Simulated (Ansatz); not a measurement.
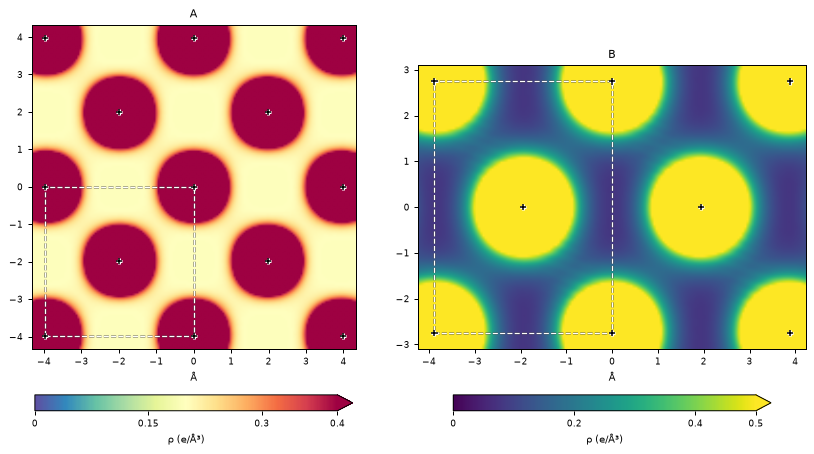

The valence charge density (pseudo) of 2 systems, each on a plane through atoms (crosses mark nuclei in the plane).

The calculation used Kohn-Sham DFT of a periodic cell, r2SCAN, Ansatz PAW (Ansatz 0.2.0).

System 1: Bi, the (11̄0) plane of the conventional cell. Space group Im-3m; a structure from a database of computed crystals, not necessarily the ambient phase; computed pressure about 4 GPa in this cell.

```
Bi
1.0
     3.88196    0.00000    0.00000
     0.00000    3.88196    0.00000
     0.00000    0.00000    3.88196
Bi
2
Cartesian
  0.0000 0.0000 0.0000
  1.9410 1.9410 1.9410
```

System 2: Ti, the (010) plane of the conventional cell. Space group Fm-3m; computed pressure about 13 GPa in this cell.

```
Ti
1.0
     3.97712    0.00000    0.00000
     0.00000    3.97712    0.00000
     0.00000    0.00000    3.97712
Ti
4
Direct
  0.00000 0.00000 0.00000
  0.50000 0.50000 0.00000
  0.50000 0.00000 0.50000
  0.00000 0.50000 0.50000
```

### Which map belongs to which system?

Panel A is system 2, Ti: the plane holds Ti. Ti–Ti (2.81 Å): ρ at the midpoint is about 0.21 e/Å³. Panel B is system 1, Bi: the plane holds Bi. Bi–Bi (3.36 Å): the density is about 0.18 e/Å³ at the midpoint.
